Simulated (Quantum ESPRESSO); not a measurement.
## AlN (F-43m): the LO frequency by hand

How high does the longitudinal optical mode of AlN (F-43m) lie, given the transverse one, the Born charge and ε∞?

Program: Quantum ESPRESSO 7.5. Level of theory: DFT LDA, scalar-relativistic, plane waves, PseudoDojo norm-conserving pseudopotentials. Results are calculated unless marked as measured.

## (1) The relaxed structure

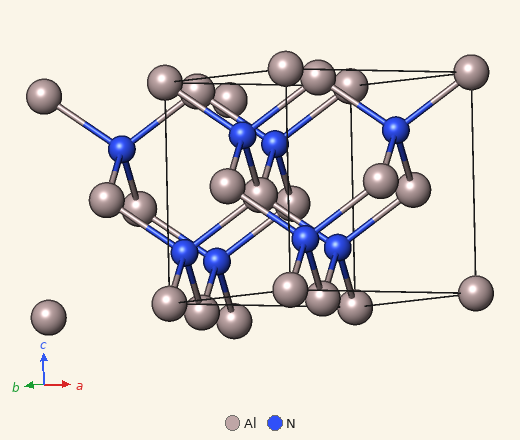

The cell as given, from a free direction (aluminium light grey, nitrogen blue). 1×2×1 cells are drawn. This picture shows the conventional cell, with its axes. Bonds to atoms that aren't drawn are left out. Some periodic images of atoms are drawn too.

As a file:

```
Al N
1.0
    -2.16650    0.00000    2.16650
     0.00000    2.16650    2.16650
    -2.16650    2.16650    0.00000
Al N
1 1
Direct
  0.00000 0.00000 0.00000
  0.75000 0.75000 0.75000
```

This is the cell after its relaxation at this level of theory, not the database cell from which that began.

## (2) What the response run gave

A linear-response run on the relaxed cell, with the response to an electric field; only its zone-centre results are used. Cutoff 92 Ry, k mesh 8×8×8.

Log:

```text
[banners, grids, parts of the stress and lines that vanish by symmetry left out]
Program PHONON v.7.5
     Reading xml data from directory:

[...]
Exchange-correlation= PW
                           (   1   4   0   0   0   0   0)
[...]
kinetic-energy cut-off    =      92.0000  Ry
     charge density cut-off    =     368.0000  Ry
     convergence threshold     =      1.0E-18
[...]
Exchange-correlation= PW
                           (   1   4   0   0   0   0   0)
[...]
q = (   0.0000000   0.0000000   0.0000000 )
     25 Sym.Ops. (with q -> -q+G )
     G cutoff =  624.9746  (  16361 G-vectors)     FFT grid: ( 36, 36, 36)
     number of k points=    29
[...]
Mode symmetry, T_d (-43m)  point group:
[...]
Dielectric constant
[...]
End of electric fields calculation
          Dielectric constant in cartesian axis
          (       4.500016576       0.000000000      -0.000000000 )
          (      -0.000000000       4.500016576      -0.000000000 )
          (      -0.000000000      -0.000000000       4.500016576 )
          Effective charges (d Force / dE) in cartesian axis without acoustic sum rule applied (asr)
           atom    1  Al    Mean Z*:        2.52837
      Ex  (        2.52837        0.00000       -0.00000 )
      Ey  (        0.00000        2.52837       -0.00000 )
      Ez  (       -0.00000       -0.00000        2.52837 )
           atom    2  N     Mean Z*:       -2.53148
      Ex  (       -2.53148       -0.00000       -0.00000 )
      Ey  (        0.00000       -2.53148        0.00000 )
      Ez  (        0.00000        0.00000       -2.53148 )
          Effective charges Sum: Mean:       -0.00311
[...]
Effective charges (d Force / dE) in cartesian axis with asr applied:
           atom    1  Al    Mean Z*:        2.52993
[...]
atom    2  N     Mean Z*:       -2.52993
[...]
Representation #   1 modes #   1   2   3
[...]
End of self-consistent calculation
     Convergence has been achieved
     Representation #   2 modes #   4   5   6
[...]
End of self-consistent calculation
     Convergence has been achieved
[...]
Dielectric constant in cartesian axis
          (       4.500016576       0.000000000      -0.000000000 )
          (      -0.000000000       4.500016576      -0.000000000 )
          (      -0.000000000      -0.000000000       4.500016576 )
          Effective charges (d Force / dE) in cartesian axis without acoustic sum rule applied (asr)
           atom    1  Al    Mean Z*:        2.52837
      Ex  (        2.52837        0.00000       -0.00000 )
      Ey  (        0.00000        2.52837       -0.00000 )
      Ez  (       -0.00000       -0.00000        2.52837 )
           atom    2  N     Mean Z*:       -2.53148
      Ex  (       -2.53148       -0.00000       -0.00000 )
      Ey  (        0.00000       -2.53148        0.00000 )
      Ez  (        0.00000        0.00000       -2.53148 )
          Effective charges Sum: Mean:       -0.00311
[...]
Effective charges (d Force / dE) in cartesian axis with asr applied:
           atom    1  Al    Mean Z*:        2.52993
[...]
atom    2  N     Mean Z*:       -2.52993
[...]
q = (    0.000000000   0.000000000   0.000000000 )
[...]
freq (    1) =       0.028379 [THz] =       0.946628 [cm-1]
     freq (    2) =       0.028379 [THz] =       0.946628 [cm-1]
     freq (    3) =       0.028379 [THz] =       0.946628 [cm-1]
     freq (    4) =      20.070952 [THz] =     669.494906 [cm-1]
     freq (    5) =      20.070952 [THz] =     669.494906 [cm-1]
     freq (    6) =      20.070952 [THz] =     669.494906 [cm-1]
[...]
Mode symmetry, T_d (-43m)  point group:
     freq (   1-   3) =          0.9  [cm-1]   --> T_2  G_15 P_4   I+R
     freq (   4-   6) =        669.5  [cm-1]   --> T_2  G_15 P_4   I+R

   JOB DONE.
```

```tsv
quantity	value
cell volume Ω (Å³)	20.338
mass of Al (u)	26.982
mass of N (u)	14.007
Born charge of Al, raw (e)	2.528
Born charge of N, raw (e)	-2.531
ε∞	4.500
ω(TO) after the sum rule (cm⁻¹)	669.5
```

## (3) The calculation

The charges must sum to zero over the cell; taking off their mean, -0.002 e, leaves Z* = 2.530 e on Al. In the polar mode Al moves against N, so the reduced mass is μ = 26.98 × 14.01 / 40.99 = 9.220 u.

A longitudinal wave builds up a field that adds to the restoring force: ω(LO)² = ω(TO)² + 4π Z*² / (μ Ω ε∞), in Hartree atomic units. With μ = 16808 electron masses and Ω = 137.25 bohr³ the second term is 7.7484e-06 Ha², or 373232 cm⁻² (1 Ha = 219474.6 cm⁻¹).

So ω(LO) = √(448217 + 373232) = 906.3 cm⁻¹, and by the Lyddane-Sachs-Teller relation ε₀ = ε∞ (ω(LO)/ω(TO))² = 8.25.

## (4) Check against the program

The analysis program adds the same non-analytic term to the full matrix, here for q along (1 0 0).

Log:

```text
[banner, memory and clock lines left out]
Program DYNMAT v.7.5

     Reading Dynamical Matrix from file g.dyn
     ...Force constants read
     ...epsilon and Z* read

     Polarizability (A^3 units)
     multiply by 0.461537 for Clausius-Mossotti correction
         5.664546   -0.000000   -0.000000
         0.000000    5.664546   -0.000000
        -0.000000   -0.000000    5.664546

     IR activities are in (D/A)^2/amu units

# mode   [cm-1]    [THz]      IR
    1     -0.00   -0.0000    0.0000
    2      0.00    0.0000    0.0000
    3      0.00    0.0000    0.0000
    4    669.49   20.0709   16.0153
    5    669.49   20.0709   16.0153
    6    906.34   27.1713   16.0153
```

ε₀ comes from the program's run without a direction of q.

```tsv
quantity	by hand	program
ω(LO) (cm⁻¹)	906.3	906.3
ε₀	8.25	8.25
```

## (5) Outcome

| Quantity | Value |
| --- | --- |
| TO mode | 669.5 cm⁻¹ |
| LO mode | 906.3 cm⁻¹ |
| static dielectric constant | 8.247 |

The LO mode of AlN (F-43m) lies at 906 cm⁻¹, 237 cm⁻¹ above the TO mode; the formula meets the program within 0.1 cm⁻¹, as it must for a cubic crystal with one polar mode. ω(LO)² − ω(TO)² goes with Z*²/ε∞: an error of 5 % in ε∞ would move the LO mode by 9.9 cm⁻¹, and semilocal functionals tend to overestimate ε∞. These are harmonic values at zero temperature, at the volume of this functional, for the structure held cubic; stability elsewhere in the zone is no part of this calculation.

[Host names and launcher messages were left out of these logs when they were recorded.]

[Logs are printed without paths, hosts, clocks, repeated set-up lines and the standing remarks that a program may print on its own settings, such as how far it seeks lower states.]

[Hosts, paths, dates, database ids (printed as entryN), source tags and the programs' standing remarks are cut or masked in the printed files.]
